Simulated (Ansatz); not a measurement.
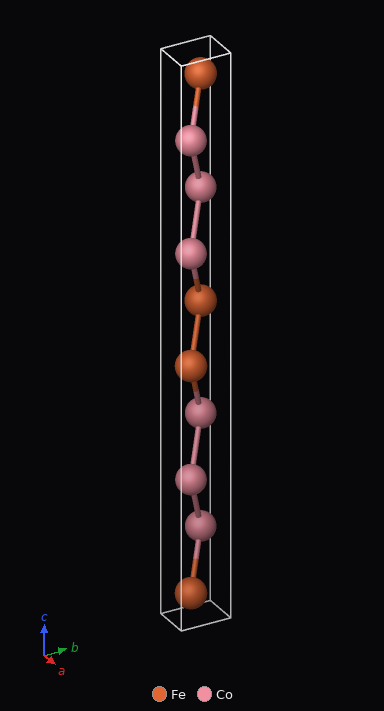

We look at a ball-and-stick model of the crystal slightly off an axis. One conventional unit cell is framed, with atoms on its boundary repeated. Cell: a = 2.49 Å, b = 2.49 Å, c = 20.18 Å, α = 90.00°, β = 90.00°, γ = 120.00°.

Provenance: a structure type filled with these elements by a generator (whether the compound takes this form wasn't checked). Earlier steps of the study may have refined or changed the cell and positions. A calculation with Ansatz used it as input.

Q: Explain the picture.

A: The stoichiometry is Fe₂Co₃. The symmetry is that of P6_3/mmc (No. 194), on a primitive hexagonal lattice. Atoms per cell: 10 (4 Fe, 6 Co). Each Fe has nine Fe and three Co in an anticuboctahedral arrangement (about 2.5 Å to Fe, 2.5 Å to Co). Co takes two kinds of site: 4f with nine Co and three Fe in an anticuboctahedral arrangement (about 2.5 Å to Co, 2.5 Å to Fe); 2d with twelve Co in an anticuboctahedral arrangement at about 2.5 Å. The bonds build a three-dimensional framework.

Run with DFT PBE, scalar-relativistic, plane waves, PAW in Ansatz 0.2.0 and these settings: a cutoff energy of 420 eV, Brillouin-zone sampling on an 18×18×2 mesh, Gaussian smearing of 0.1 eV, collinear spins.

Q: Which atoms carry magnetic moments in this run, and how do they order?

A: The state reached is antiferromagnetic. Sizes: Fe 1.5 μB and Co 1.5 to 1.7 μB; net moment 0.0 μB in the run's cell of 10 atoms.

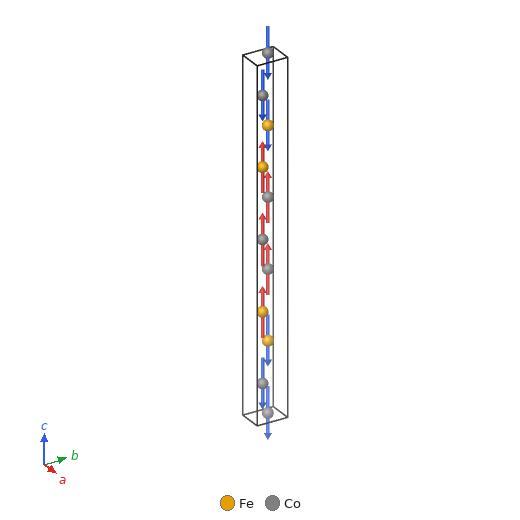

Site moments above 0.25 μB as arrows, small induced ones on non-metal atoms left out (red along the largest or up, blue against, purple across). The run's cell of 10 atoms is drawn, so axes and origin can differ from the first picture.

Q: Classify it as metallic or gapped, with the value.

A: A metal: bands cross the Fermi level.

Q: Give the Bader charge of each element.

A: Fe +0.04 e; Co -0.05 to +0.01 e.

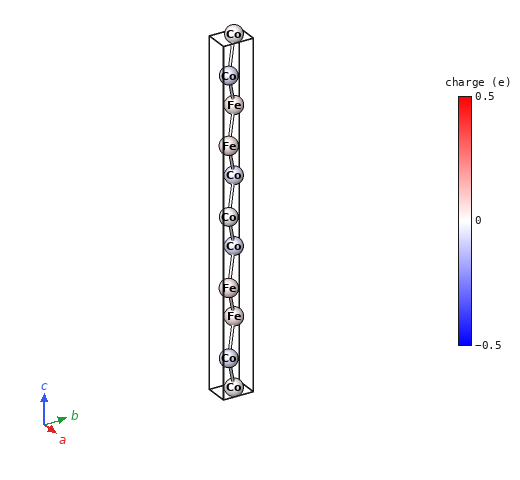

The atoms coloured by those charges. The run's cell of 10 atoms is drawn, so axes and origin can differ from the first picture.

Q: Is this the optimised geometry for these settings?

A: Yes. All forces vanish to within 0.01 eV/Å. The pressure is 0.0 GPa, close to zero.
